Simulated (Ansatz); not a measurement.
C: several calculations on one system

Part 1: Scan

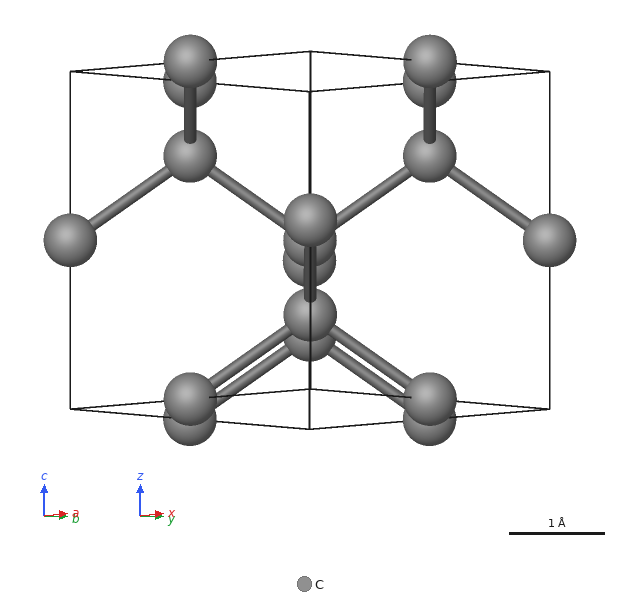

Energy scan for crystalline C (Fd-3m), in which C1 (one in each cell of 2 atoms) is moved over the plane of the Cartesian directions [1 1 0] and z, all else fixed. The picture shows the reference cell. The picture is a ball-and-stick view of the conventional cell (4 times the calculation's cell), seen nearly along the normal of the scanned plane. Lengths and directions refer to the drawn axes.

Method: DFT PBE, scalar-relativistic, plane waves, PAW in Ansatz. Settings: plane-wave cutoff 420 eV; k-point mesh 12 × 12 × 12; occupations gaussian; smearing width 0.05 eV; no spin polarisation. Energies (free energies at the smearing named) are counted from the cell as listed in its source, which wasn't relaxed.

The input:
```yaml
crystal:
  lattice:
    - [0.0, 1.7834, 1.7834]
    - [1.7834, 0.0, 1.7834]
    - [1.7834, 1.7834, 0.0]
  atoms:
    - { symbol: C, position: [0.5, 0.5, 0.5] }
    - { symbol: C, position: [0.75, 0.75, 0.75] }
basis:
  ecutwfc: 420
kpoints:
  mp_grid: { grid: [12, 12, 12] }
hamiltonian:
  xc: pbe
scf:
  occupations: { method: gaussian, width: 0.05 }
output:
  forces: true
  stress: true
  eigenvalues: true
```

Command:
```bash
ansatz run input.yaml --threads 1 --pin off --max-ram 1228MiB --backend cpu --events-out ev --progress --plain --runs-dir out
```

Give the energy at each point on a grid with rows −0.20, −0.10, 0.00, 0.10, 0.20 and columns −0.20, −0.10, 0.00, 0.10, 0.20 (displacement along [1 1 0] (Å); displacement along z (Å)).

Answer. Rows: displacement along [1 1 0] (Å); columns: displacement along z (Å); values in meV/cell.

|  | −0.20 | −0.10 | 0.00 | 0.10 | 0.20 |
| --- | --- | --- | --- | --- | --- |
| −0.20 | 959 | 672 | 728 | 1162 | 1947 |
| −0.10 | 773 | 309 | 185 | 429 | 1018 |
| 0.00 | 708 | 183 | 0 | 183 | 708 |
| 0.10 | 773 | 309 | 185 | 429 | 1018 |
| 0.20 | 959 | 672 | 728 | 1162 | 1947 |

In pairs of (displacement along [1 1 0] (Å); displacement along z (Å)): the lowest computed point lies at (0.00, 0.00) (0 meV/cell), the highest at (−0.20, 0.20), (0.20, 0.20) (1947 meV/cell).  Over the ranges scanned the energy rises by about as much along both axes. The band gap on the mesh, 4.16 eV in the reference, closes at 1 of the 13 computed points.

Part 2: Scan

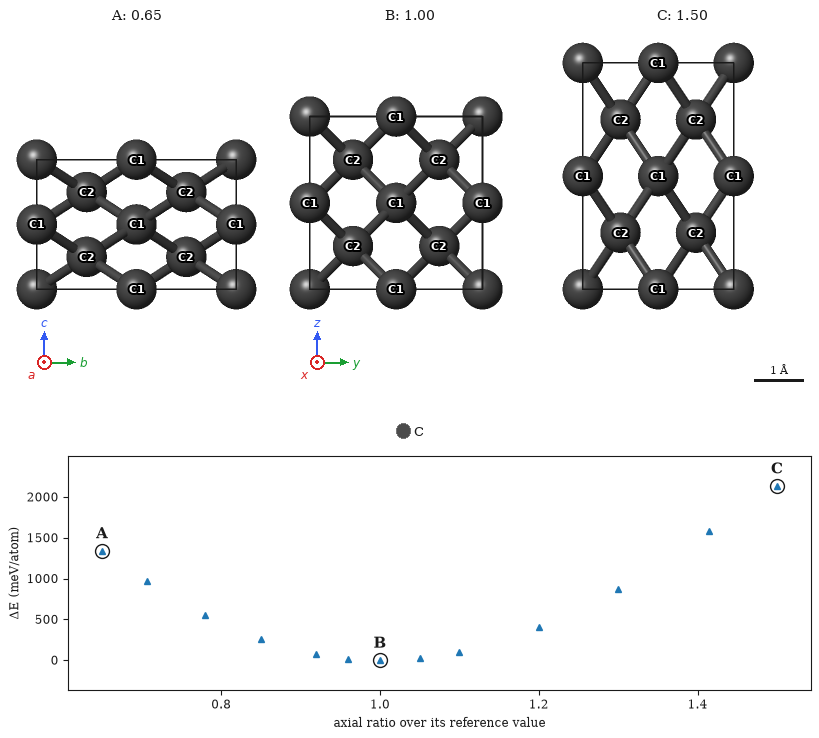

Crystalline C (Fd-3m): the ratio of the cell's length along z to its lengths across, counted as 1 for the reference, is changed at fixed volume (a tetragonal or Bain path), with the atoms kept at their fractional coordinates. x, y and z are the Cartesian axes of the input. The lettered frames are marked on the plot. The picture is a ball-and-stick view of the conventional cell (4 times the calculation's cell), seen along the a axis. Lengths and directions refer to the drawn axes.

Method: DFT PBE, scalar-relativistic, plane waves, PAW in Ansatz 0.2.0. (plane-wave cutoff 420 eV; k-point mesh 12 × 12 × 12; occupations gaussian; smearing width 0.05 eV; no spin polarisation). Energies (free energies at the smearing named) are counted from the cell as listed in its source, which wasn't relaxed.

> Read off the main features of the energy profile.

The lowest computed point lies at the relative ratio 1.00 (0 meV/atom). At the ends of the scan the energy is 1341 meV/atom (0.65) and 2135 meV/atom (1.50). The unrelaxed reference is under a pressure of 1.8 GPa. The distortion takes the space group from Fd-3m to I4_1/amd. At the relative ratio 1.50 the cell of the drawing goes a 3.567 → 3.116 Å, b 3.567 → 3.116 Å, c 3.567 → 4.674 Å. The band gap on the mesh, 4.16 eV in the reference, closes at 0.65, 0.707, 0.78, 1.414, 1.50.

The computed points:

| axial ratio over its reference value | ΔE (meV/atom) |
| --- | --- |
| 0.650 | 1341 |
| 0.707 | 965 |
| 0.780 | 556 |
| 0.850 | 257 |
| 0.920 | 72 |
| 0.960 | 18 |
| 1.000 | 0 |
| 1.050 | 27 |
| 1.100 | 106 |
| 1.200 | 408 |
| 1.300 | 877 |
| 1.414 | 1577 |
| 1.500 | 2135 |

Part 3: Energy map

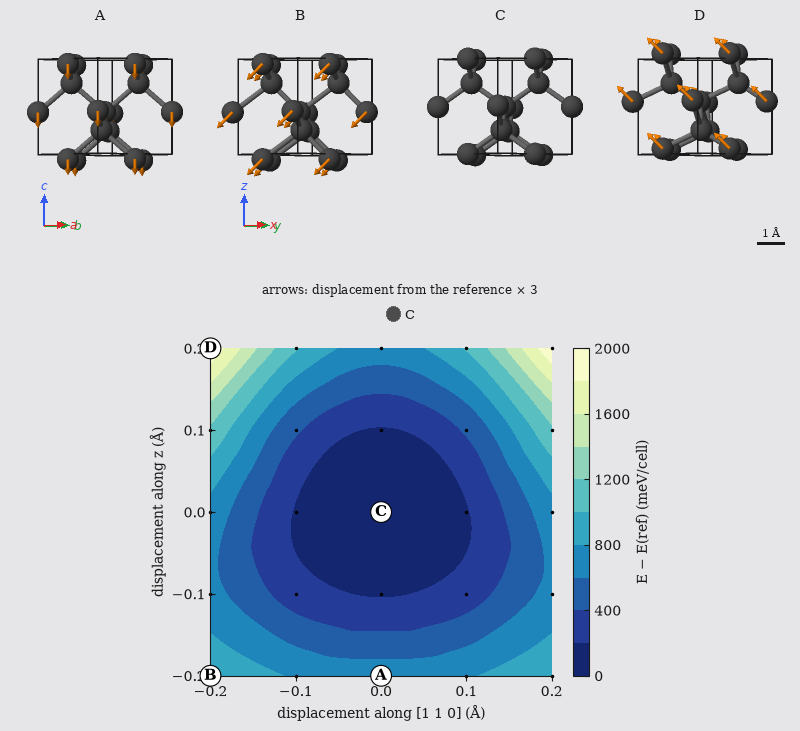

Crystalline C (Fd-3m): a C atom (one in each cell of 2 atoms) is moved over the plane of the Cartesian directions [1 1 0] and z, all else fixed. The map is interpolated between the computed points (dots). The lettered frames are marked on it. A ball-and-stick model of the conventional cell (4 times the calculation's cell), seen nearly along the normal of the scanned plane. Orange arrows: displacements from the reference. Lengths and directions refer to the drawn axes.

Method: Ansatz 0.2.0, DFT PBE, scalar-relativistic, plane waves, PAW. Settings: plane-wave cutoff 420 eV; k-point mesh 12 × 12 × 12; occupations gaussian; smearing width 0.05 eV; no spin polarisation. Energies (free energies at the smearing named) are counted from the cell as listed in its source, which wasn't relaxed.

> Describe the energy landscape.

In pairs of (displacement along [1 1 0] (Å); displacement along z (Å)): the lowest computed point lies at (0.00, 0.00) (0 meV/cell), the highest at (−0.20, 0.20), (0.20, 0.20) (1947 meV/cell).  Over the ranges scanned the energy rises by about as much along both axes. The band gap on the mesh, 4.16 eV in the reference, closes at 1 of the 13 computed points. The frames lie at A (0.00, −0.20): 708 meV/cell, B (−0.20, −0.20): 959 meV/cell, C (0.00, 0.00): 0 meV/cell, D (−0.20, 0.20): 1947 meV/cell.

The computed points:

Rows: displacement along [1 1 0] (Å); columns: displacement along z (Å); values in meV/cell.

|  | −0.20 | −0.10 | 0.00 | 0.10 | 0.20 |
| --- | --- | --- | --- | --- | --- |
| −0.20 | 959 | 672 | 728 | 1162 | 1947 |
| −0.10 | 773 | 309 | 185 | 429 | 1018 |
| 0.00 | 708 | 183 | 0 | 183 | 708 |
| 0.10 | 773 | 309 | 185 | 429 | 1018 |
| 0.20 | 959 | 672 | 728 | 1162 | 1947 |
